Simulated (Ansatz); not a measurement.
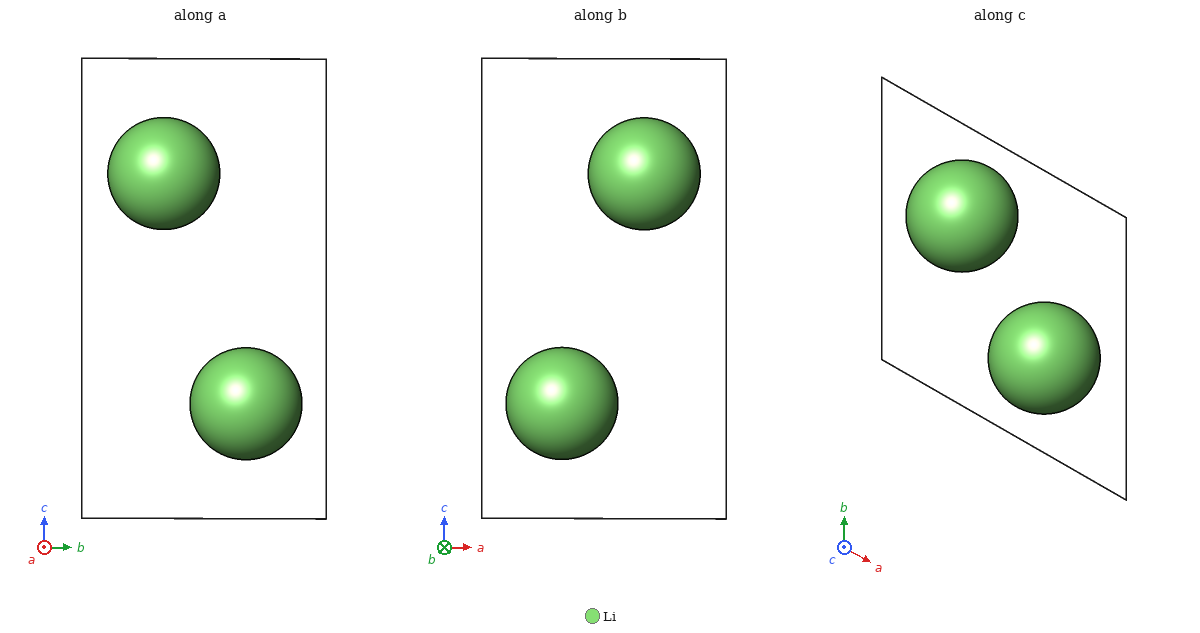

A spheres-only rendering, viewed along the a axis, along the b axis and along the c axis. One unit cell is framed, with atoms on its boundary repeated.

Lattice parameters: a = 3.1060 Å, b = 3.1060 Å, c = 5.0585 Å, α = 90.117°, β = 90.117°, γ = 119.881°.

Record the structure as a CIF in P1 with every atom of the cell, with free fractional coordinates to two decimals.

```cif
data_structure
_symmetry_space_group_name_H-M 'P 1'
_symmetry_Int_Tables_number 1
_cell_length_a 3.1060
_cell_length_b 3.1060
_cell_length_c 5.0585
_cell_angle_alpha 90.117
_cell_angle_beta 90.117
_cell_angle_gamma 119.881
_cell_volume 42.31
loop_
_atom_site_label
_atom_site_type_symbol
_atom_site_fract_x
_atom_site_fract_y
_atom_site_fract_z
_atom_site_occupancy
Li1 Li 0.33 0.67 0.25 1
Li2 Li 0.66 0.34 0.75 1
```

Its origin is a structure type filled with this element by a generator (whether the element takes this form wasn't checked). Earlier steps of the study may have refined or changed the cell and positions. An electronic-structure calculation with Ansatz was run on it.
